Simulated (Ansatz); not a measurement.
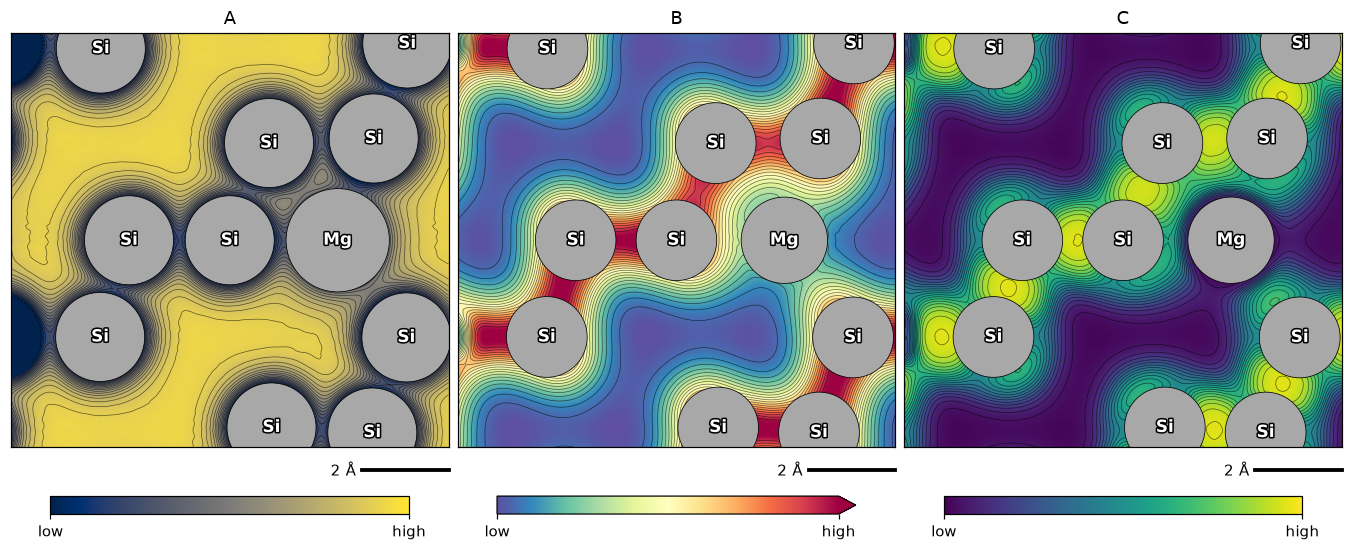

MgSi32 (cell with a defect): 3 fields on the (011̄) plane of the calculation cell, with unlabelled colour scales. Grey discs cover the atomic cores.

Level of theory: Ansatz, DFT r2SCAN, scalar-relativistic, plane waves, PAW.

```xyz
33
Lattice="-5.4437 5.4437 -5.4437 -5.4437 -5.4437 5.4437 5.4437 5.4437 5.4437" Properties=species:S:1:pos:R:3 pbc="T T T"
Si   -6.8900    3.9946    3.9959
Si   -1.3574    6.7847    1.3504
Si   -4.0037    3.9940    6.8825
Si   -1.3505    4.0832    4.0850
Si    1.3442    6.7920    4.0852
Si   -6.8013   -1.3534    4.0850
Si   -1.3575    1.3481    6.7868
Si    1.3443    4.0827    6.7940
Si   -1.4461    1.4369    1.4388
Si   -4.0925   -1.3540    6.7940
Si   -4.0040    6.8806    3.9964
Si   -6.8014    4.0832   -1.3515
Si   -4.0924    6.7919   -1.3512
Si   -6.7941    1.3481    1.3504
Si   -4.0924    4.0826    1.3431
Si   -4.0924    1.3410    4.0853
Si   -8.2369    2.6471    2.6497
Si   -2.7251    5.4373   -0.0039
Si   -5.4472    2.6825    5.4393
Si   -2.7931    2.7834    2.7860
Si   -0.0029    5.4374    2.7176
Si   -2.6570    2.6475    8.2295
Si   -2.7252   -0.0064    5.4399
Si   -0.0034    2.7158    5.4395
Si    2.6855    5.4374    5.4396
Si   -5.4471   -2.6951    5.4392
Si   -5.4465    5.4375    2.6846
Si   -2.6566    8.2274    2.6496
Si   -5.4467    5.4374   -2.6928
Si   -2.6920    5.4374    5.4397
Si   -5.4470    2.7157   -0.0042
Si   -5.4466   -0.0064    2.7177
Mg   -5.4470    5.4371    5.4398
```

Which field does each panel show? The fields are: electron localisation function, electrostatic potential energy of an electron and valence pseudo-density.

Panel A: electrostatic potential energy of an electron (low next to the atoms, rising into the space between them). Panel B: valence pseudo-density. Panel C: electron localisation function. From the grid: Si–Si (2.33 Å): ρ is about 0.58 e/Å³ halfway; the ELF peaks at about 0.95 between the atoms. Mg–Si (2.50 Å): ρ is about 0.26 e/Å³ halfway; the ELF peaks at about 0.60 in the valence shell of Si, 1.0 Å from its nucleus, and is about 0.50 at the midpoint.
